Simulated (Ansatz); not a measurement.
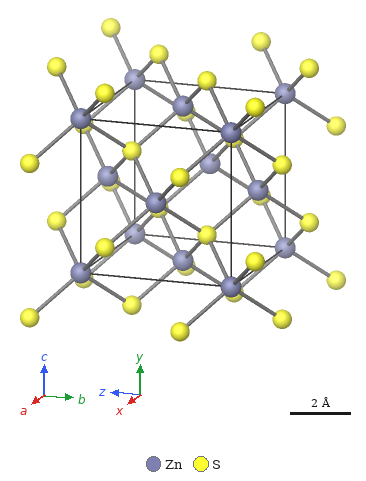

A scan of crystalline ZnS (F-43m): the ratio of the cell's length along [111] to its lengths across, counted as 1 for the reference, is changed at fixed volume (a trigonal path), with the atoms kept at their fractional coordinates. x, y and z are the Cartesian axes of the input. The picture shows the reference cell. The picture is a ball-and-stick view of the conventional cell (4 times the calculation's cell), seen slightly off an axis. Lengths and directions refer to the drawn axes.

Method: DFT PBE, scalar-relativistic, plane waves, PAW in Ansatz. (plane-wave cutoff 420 eV; k-point mesh 10 × 10 × 10; occupations gaussian; smearing width 0.05 eV; no spin polarisation). Energies (free energies at the smearing named) are counted from the cell as listed in its source, which wasn't relaxed.

The input:
```yaml
crystal:
  lattice:
    - [0.0, 2.70465, 2.70465]
    - [2.70465, 0.0, 2.70465]
    - [2.70465, 2.70465, 0.0]
  atoms:
    - { symbol: Zn, position: [0.0, 0.0, 0.0] }
    - { symbol: S, position: [0.75, 0.75, 0.75] }
basis:
  ecutwfc: 420
kpoints:
  mp_grid: { grid: [10, 10, 10] }
hamiltonian:
  xc: pbe
scf:
  occupations: { method: gaussian, width: 0.05 }
output:
  forces: true
  stress: true
  eigenvalues: true
  write_density: true
  write_potential: true
  elf: true
  volumetric_format: npy
```

Command:
```bash
ansatz run input.yaml --threads 1 --pin off --max-ram 2560MiB --backend cpu --events-out ev --progress --plain --runs-dir out
```

> Give the energy at each point (the relative ratio: 0.50, 0.60, 0.71, 0.85, 0.93, 1.00, 1.08, 1.20, 1.41, 1.70, 2.00).

```tsv
axial ratio over its reference value	energy change (meV/atom)
0.50	5483
0.60	2449
0.71	925
0.85	174
0.93	32
1.00	0
1.08	31
1.20	160
1.41	502
1.70	1013
2.00	1425
```

Of the computed points the lowest is at the relative ratio 1.00, 0 meV/atom. The unrelaxed reference is under a pressure of 1.4 GPa. The distortion takes the space group from F-43m to R3m. At the relative ratio 2.00 the cell of the drawing goes a 5.409 → 6.072 Å, b 5.409 → 6.072 Å, c 5.409 → 6.072 Å, α 90.0° → 120.0°, β 90.0° → 60.0°, γ 90.0° → 120.0°. The band gap on the mesh, 2.10 eV in the reference, closes at 1.41, 1.70, 2.00.
